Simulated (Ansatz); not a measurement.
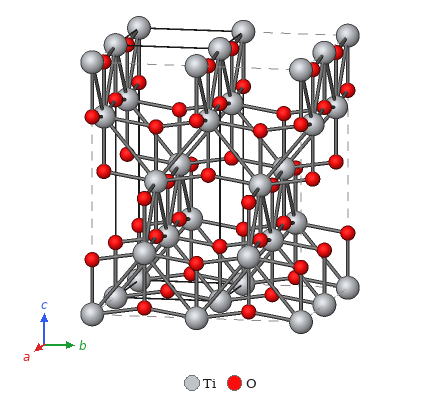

TiO2 (I4_1/amd, No. 141): the geometry relaxed (final pressure about 20 GPa) with Ansatz 0.2.0, DFT, PAW plane waves, r2scan; the starting structure was generated, so it need not be a known form of this composition.

```cif
data_structure
_symmetry_space_group_name_H-M 'I4_1/amd:1'
_symmetry_Int_Tables_number 141
_cell_length_a 3.7334
_cell_length_b 3.7334
_cell_length_c 8.9219
_cell_angle_alpha 90.000
_cell_angle_beta 90.000
_cell_angle_gamma 90.000
_cell_volume 124.36
loop_
_atom_site_label
_atom_site_type_symbol
_atom_site_symmetry_multiplicity
_atom_site_Wyckoff_symbol
_atom_site_fract_x
_atom_site_fract_y
_atom_site_fract_z
_atom_site_occupancy
Ti1 Ti 4 a 0.00000 0.00000 0.00000 1
O1 O 8 e 0.00000 0.00000 0.21692 1
```

Q: What will a dark-field STEM-like image along [211] show? Simulated incoherent Z contrast: every atom adds Z^1.7 spread by a probe of 0.50 Å full width; channelling and multiple scattering are left out. The probe carries 15 % of its weight in a tail 2.5 times as wide. Shot noise was added.

A: The columns repeat on an oblique net of 1.48 × 3.50 Å with an angle of 100° (plane group p2). The brightest columns hold 1 Ti + 1 O per repeat. The O columns make no clear peak of their own: they are too faint or too near a brighter column. The shortest distance between visible columns is 0.87 Å in projection (between Ti + O columns). Along the beam the structure repeats every 12.22 Å.

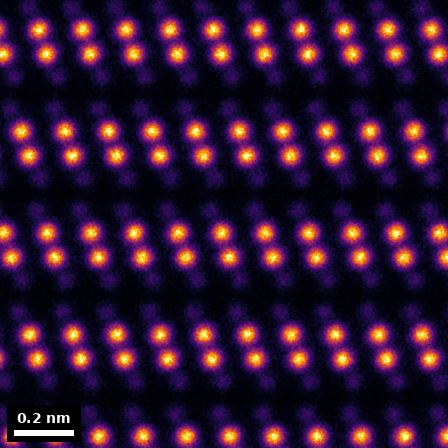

The simulated image.
